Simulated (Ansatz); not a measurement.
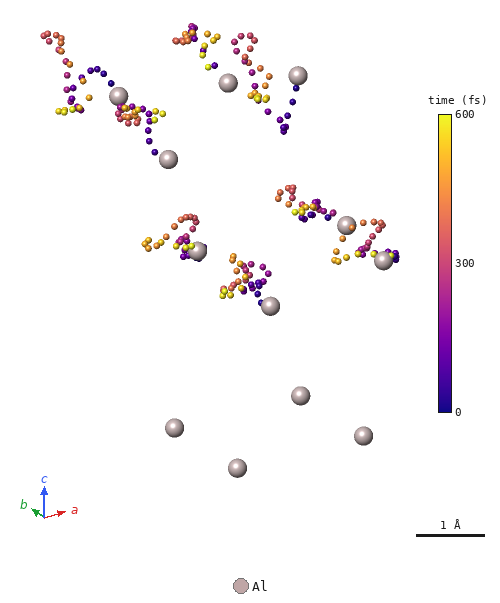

A Born-Oppenheimer molecular dynamics run of a slab of Al(111) (12 atoms in the cell), 600 fs long. It starts from the last geometry of an earlier run, with fresh velocities. Dots mark each atom's position at evenly spaced times, coloured by time; spheres stand at the starting positions. Fixed atoms have no trace. Seen slightly off an axis in the simulation cell, with the vacuum cut short.

Computed with Ansatz, DFT PBE-D3(BJ), scalar-relativistic, plane waves, PAW. Settings: plane-wave cutoff 420 eV; k-point mesh 2 × 2 × 1; Fermi-Dirac smearing 0.1 eV; low-accuracy preset; 4 atoms held fixed; Nosé-Hoover thermostat (NVT); set temperature 750 K; time step 2 fs; thermostat time 200.0 fs.

What do the traces tell about the motion?

Answer. In the second half of the run the atoms are, in the root-mean-square, this far from where they began (common drift taken out): Al 0.85 Å. Against the typical shortest distance between atoms in the first frame, about 2.7 Å these are large excursions, but over 600 fs one can't yet tell strong vibration from the start of diffusion.

Limits of the set-up: the k-point mesh is coarse for a cell with partly filled bands; the program's low-accuracy preset was used.

The run took 10 min on 1 thread of Arm Neoverse V2 (shared host), peak memory 0.56 GiB.
